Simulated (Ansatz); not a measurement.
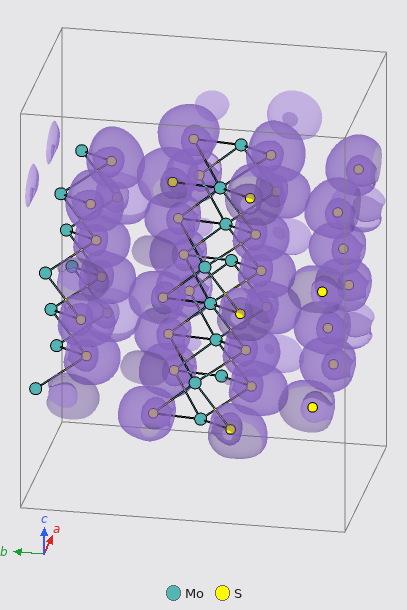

MoS$_{2}$ (slab). Isosurface of the ELF at 0.75 (purple), seen at an oblique angle. Core shells and regions of very low density are left out. Sticks mark near contacts.

Not relaxed (largest force 1.7 eV/Å); computed without spin polarisation.

Theory: Ansatz 0.2.0, DFT PBEsol, scalar-relativistic, plane waves, PAW.

What do the ELF domains correspond to?

Answer. The surface consists of 18 regions wrapped around S (the valence shell of each), counted in one cell of 27 atoms. Counts are for one cell; the picture repeats the cell along the surface. Along the contacts the grid gives the following. Mo–S (2.39 Å): the ELF peaks at about 0.85 in the valence shell of S, 0.8 Å from its nucleus, and is about 0.45 at the midpoint.

Metal or insulator at this level of theory?

Answer. It is metallic or semimetallic at this level of theory: no gap opens.
